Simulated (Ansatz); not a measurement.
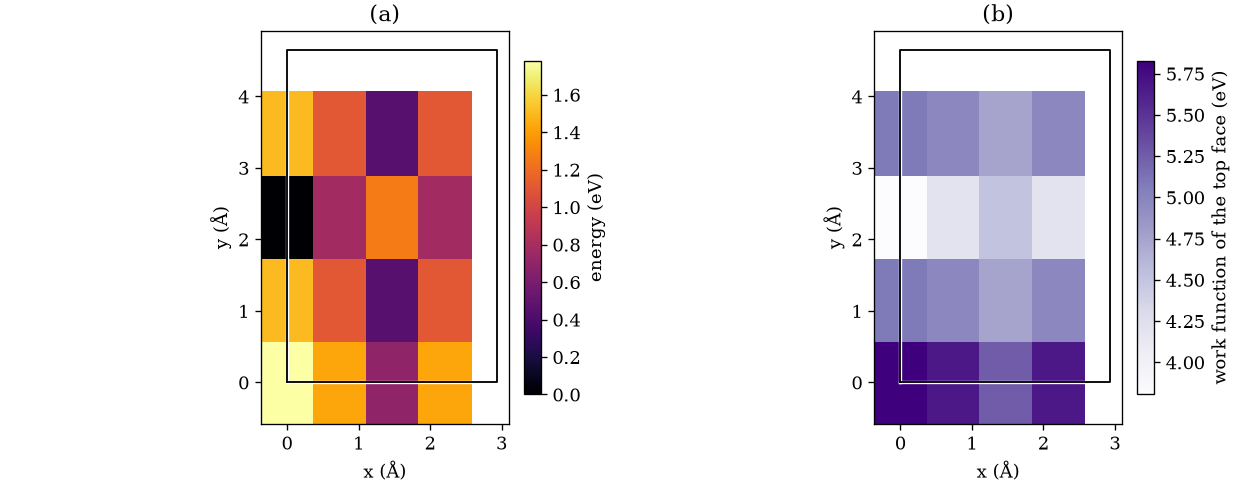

S on a Ti(100) slab cut from the P6_3/mmc phase, its upper half relaxed before the scan (12 atoms of substrate and one adsorbate in a 2 × 1 cell). S is moved over the surface cell; relaxed at each place: the height of the adsorbate's atoms; substrate rigid; the origin of the map has the adsorbate above Ti11. Places are given modulo a cell vector. The map is drawn in real space over the plane of the surface. Grid: 4 × 4 points; 9 points were computed and 7 follow by symmetry. Places are given in fractions of the 1 × 1 surface cell. Energies: eV, counted from the lowest grid point. The calculation used Ansatz 0.2.0, DFT PBE, scalar-relativistic, plane waves, PAW. Settings: cutoff 420 eV, k-mesh 5×6×1, gaussian smearing 0.1 eV, no spin polarisation.

Panel (a) is the energy; panel (b) is the computed work function of the top face, in eV.

The picture shows one coloured cell a grid point, the outline of one cell of the plane.

### How does the work function of the top face vary over the map, and what is it at the lowest grid point?

It runs from 3.80 eV at the trough between two rows of top atoms, (0/4, 2/4) of the cell vectors to 5.83 eV at the top site over a surface Ti atom, (0/4, 0/4) of the cell vectors. At the lowest grid point, the trough between two rows of top atoms, (0/4, 2/4) of the cell vectors, it is 3.80 eV.

| second ↓, first → | 0/4 | 1/4 | 2/4 | 3/4 |
| --- | --- | --- | --- | --- |
| 3/4 | 5.08 | 4.97 | 4.75 | 4.97 |
| 2/4 | 3.80 | 4.20 | 4.51 | 4.20 |
| 1/4 | 5.08 | 4.97 | 4.75 | 4.97 |
| 0/4 | 5.83 | 5.67 | 5.26 | 5.67 |

PAW datasets: the set soft_1.
